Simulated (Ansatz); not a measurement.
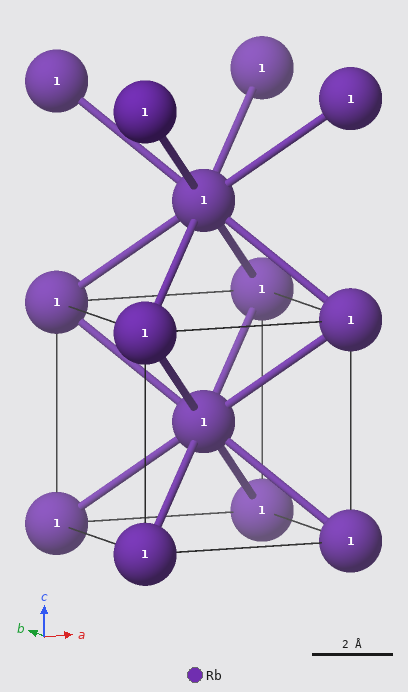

Reference structure: a symmetric starting cell of Rb. Style: ball-and-stick. Shown: the conventional cell (2 times the calculation's cell), repeated 1 × 1 × 2 with one cell outlined, slightly off an axis. Lengths and directions refer to the drawn axes.

Level of theory: Ansatz, DFT PBE, scalar-relativistic, plane waves, PAW. Settings: plane-wave cutoff 420 eV; k-point mesh 10 × 10 × 10; occupations gaussian; smearing width 0.1 eV; no spin polarisation.

The variant: All lengths are scaled by +0.6 % (volume +1.9 %), the atoms keeping their fractional coordinates. No relaxation follows. The starting cell wasn't computed here and needn't be at equilibrium, so pressure and forces aren't due to the change alone.

### Predict the response.

Near-neighbour distances before and after: Rb–Rb 4.860 → 4.891 Å. The space group stays Im-3m (No. 229). The pressure is 0.0 GPa (not all of it need come from the change, since the unchanged cell can be under pressure at this level too). All forces vanish by symmetry.
